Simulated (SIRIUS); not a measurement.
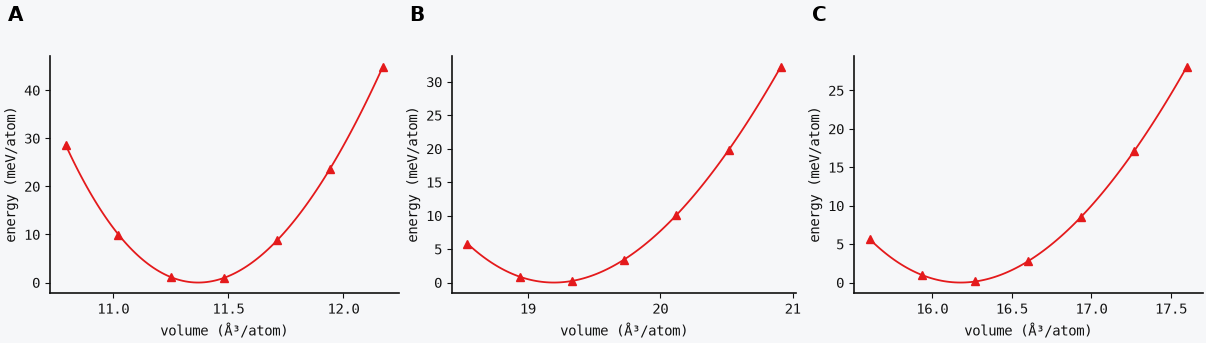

Each panel shows the energy against volume for one of these solids: Al, Fm-3m (No. 225); HfN, Fm-3m (No. 225); ZnS, F-43m (No. 216).

Method: plane-wave DFT, no spin polarisation; energies at scaled volumes of the given cell, shape and fractions fixed, counted from the fit's minimum, third-order Birch-Murnaghan fit (SIRIUS 7.10.0). Level: PBEsol.

Q: Which panel belongs to which solid?

A: A is HfN (energy from 0.99 meV/atom to 44.89 meV/atom, V0 11.37 Å³/atom, B0 287 GPa); B is ZnS (energy from 0.24 meV/atom to 32.25 meV/atom, V0 19.2 Å³/atom, B0 78.9 GPa); C is Al (energy from 0.14 meV/atom to 28.08 meV/atom, V0 16.18 Å³/atom, B0 84.1 GPa).
